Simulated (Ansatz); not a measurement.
Band edges of a single layer of WS2 (space group of the slab cell P-6m2).

Input

```yaml
crystal:
  lattice:
    - [3.18312255, 0.0, 0.0]
    - [-1.59156128, 2.756665, 0.0]
    - [0.0, 0.0, 16.12725189]
  atoms:
    - { symbol: W, position: [0.0, 0.0, 0.5] }
    - { symbol: S, position: [0.33333333, 0.66666667, 0.40281784] }
    - { symbol: S, position: [0.33333333, 0.66666667, 0.59718216] }
basis:
  ecutwfc: 420
kpoints:
  mp_grid: { grid: [24, 24, 1] }
hamiltonian:
  xc: pbe
scf:
  occupations: { method: gaussian, width: 0.05 }
output:
  forces: true
  eigenvalues: true
  eigenstates:
    nscf_kmesh: { grid: [60, 60, 1] }
    top_band: c12
    de_dk: true
    localisation: true
checkpoint:
  write: ck
  compress: false
  write_wavefunctions: false
  write_every: 100000
magnetization:
  noncollinear: true
  spin_orbit: true
```

Run with:

```sh
ansatz run input.yaml --threads 1 --pin off --max-ram 3072MiB --backend cpu --events-out ev --progress --plain --runs-dir out
```

Computed with DFT PBE, spin-orbit coupling, plane waves, PAW; levels and slopes on a dense k mesh at the converged density in Ansatz 0.2.0. Non-magnetic. k mesh for the levels: 60×60×1. Cell and positions as given, without relaxation. The cell comes from a database of computed structures, not from a measurement.

Masses come from a second pass at points close to the extrema; at the energies drawn a band may no longer be parabolic.

The gap is direct, 1.56 eV at this level of theory (semilocal functionals give gaps that are too small, and can reorder valleys that lie close).

Valence band: two equivalent maxima at K, mass 0.34 mₑ in all directions; one maximum at Γ, 0.23 eV below the edge, mass 2.56 mₑ in all directions. Band 26 forms the valence edge; band 25 begins 0.23 eV lower (at Γ).
Conduction band: two equivalent minima at K, mass 0.35 mₑ in all directions; six equivalent minima on the K–Γ line, 0.11 eV above the edge, principal masses 0.54 and 0.75 mₑ. Band 27 forms the conduction edge; band 28 begins 0.03 eV higher (at K). Another band lies within 0.06 eV there, so the masses may hold only close to the extrema.

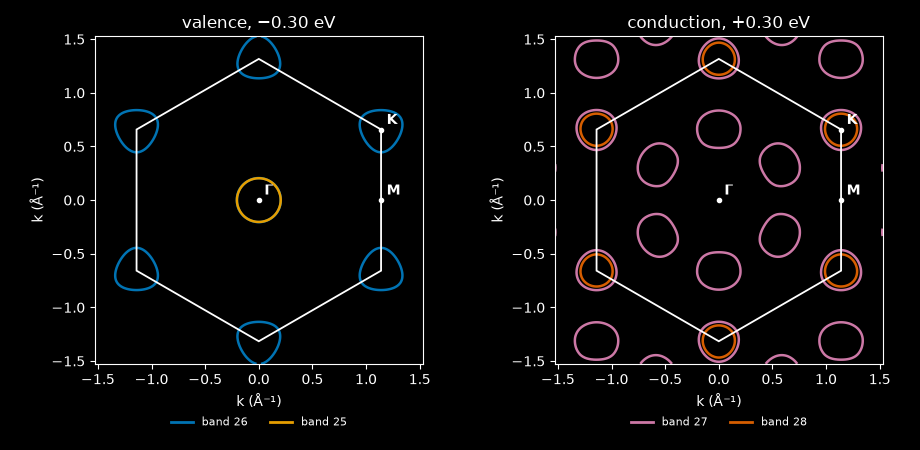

Constant-energy contours near the two band edges, measured from each edge.
